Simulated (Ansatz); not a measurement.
Input of the run:

```
crystal:
  lattice:
    - [3.4810808106, 0.0, 0.0]
    - [0.0, 4.6186511587, 0.0]
    - [0.0, 0.0, 25.4432424318]
  atoms:
    - { symbol: Sn, position: [0.5, 0.5, 0.2947737506] }
    - { symbol: Sn, position: [0.0, 0.0, 0.3631825004] }
    - { symbol: Sn, position: [0.5, 0.5, 0.4315912502] }
    - { symbol: Sn, position: [0.0, 0.0, 0.5] }
    - { symbol: Sn, position: [0.5, 0.5, 0.5684087498] }
    - { symbol: Sn, position: [0.0, 0.0, 0.6368174996] }
    - { symbol: Sn, position: [0.5, 0.5, 0.7052262494] }
basis:
  ecutwfc: 420
kpoints:
  mp_grid: { grid: [10, 8, 1] }
hamiltonian:
  xc: pbe
scf:
  occupations: { method: gaussian, width: 0.1 }
output:
  forces: true
  stress: true
  eigenvalues: true
  write_density: true
  write_potential: true
  elf: true
  volumetric_format: npy
efield:
  axis: 3
  dipole_correction: true
  ramp_width: 0.04
```

Command:
```bash
ansatz run input.yaml --threads 1 --pin off --max-ram 2560MiB --backend cpu --events-out ev --progress --plain --runs-dir out
```

What does the potential across the slab give for the work function?

The work function is 3.93 eV, the same on both faces. The two vacuum levels agree, so the slab has no net dipole along its normal. The outermost atoms are 10.4 Å apart, which leaves 15.0 Å of vacuum in a cell 25.4 Å high.

The atoms aren't at rest in this cell (largest force 0.6 eV/Å), so the relaxed material can differ.

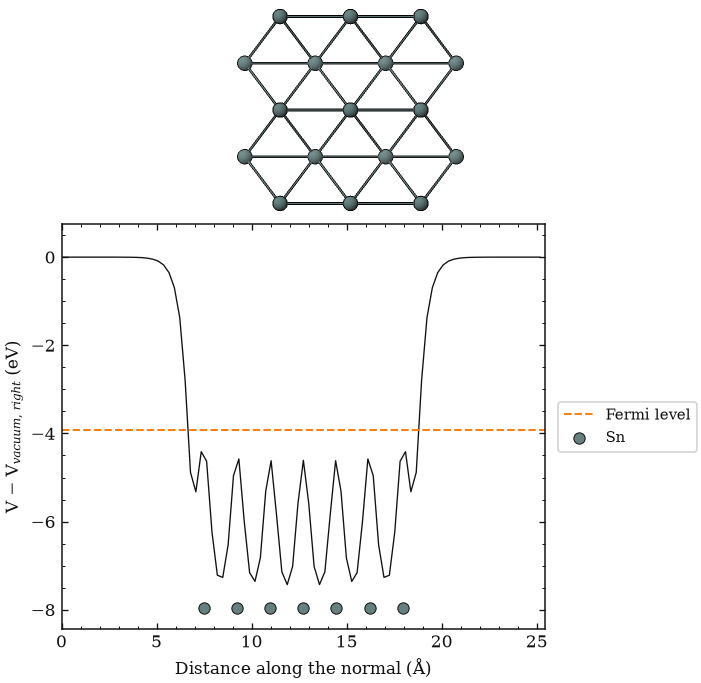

Plane-averaged electrostatic potential energy of an electron across the slab; circles at the bottom mark the heights of the atoms. The structure is drawn too.
